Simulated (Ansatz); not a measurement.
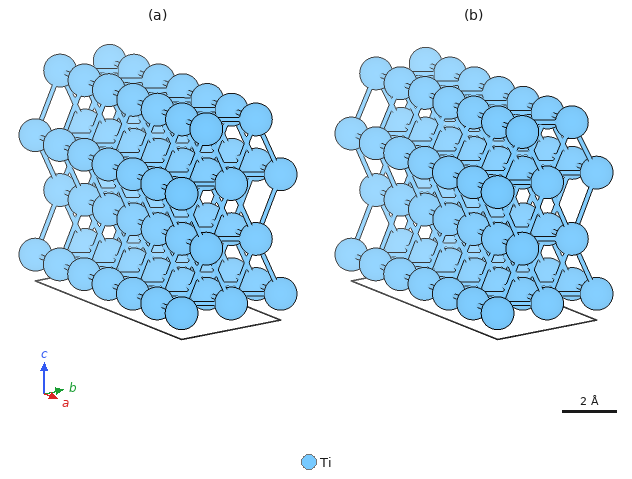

The structure of a slab of composition Ti (cut from the Im-3m phase) before (left) and after (right) a constrained relaxation, at one scale.

Style: ball-and-stick. Shown: the 1 × 2 repeat of the cell, outlined in the plane, without the vacuum, slightly off an axis.

Case: flat (1 1 0) slab. 12 atoms are held fixed.

All numbers below come from DFT PBEsol, scalar-relativistic, plane waves, PAW (Ansatz). (plane-wave cutoff 420 eV; k-point mesh 3 × 14 × 1; occupations gaussian; smearing width 0.1 eV; no spin polarisation; dipole correction; atoms relaxed in a fixed cell; force threshold 0.02 eV/Å; at most 45 steps)

Question: Summarise the run.

Answer: The energy falls by 0.275 eV per cell of the calculation in 3 geometry steps. The largest force component goes from 0.54 to 0.01 eV/Å. The largest moves, 0.11 Å, are those of Ti atoms. The cell doesn't change. Near-neighbour distances that change, for instance: Ti–Ti 2.780 → 2.642 Å, Ti–Ti 3.210 → 3.091 Å, Ti–Ti 2.780 → 2.833 Å. Bond angles that change, for instance: Ti–Ti–Ti 70.5° → 74.8°. The run took 6.8 min on 4 threads of AMD EPYC 7R43 64-Core Processor (Zen 3), on a shared host, peak memory 4.5 GiB.
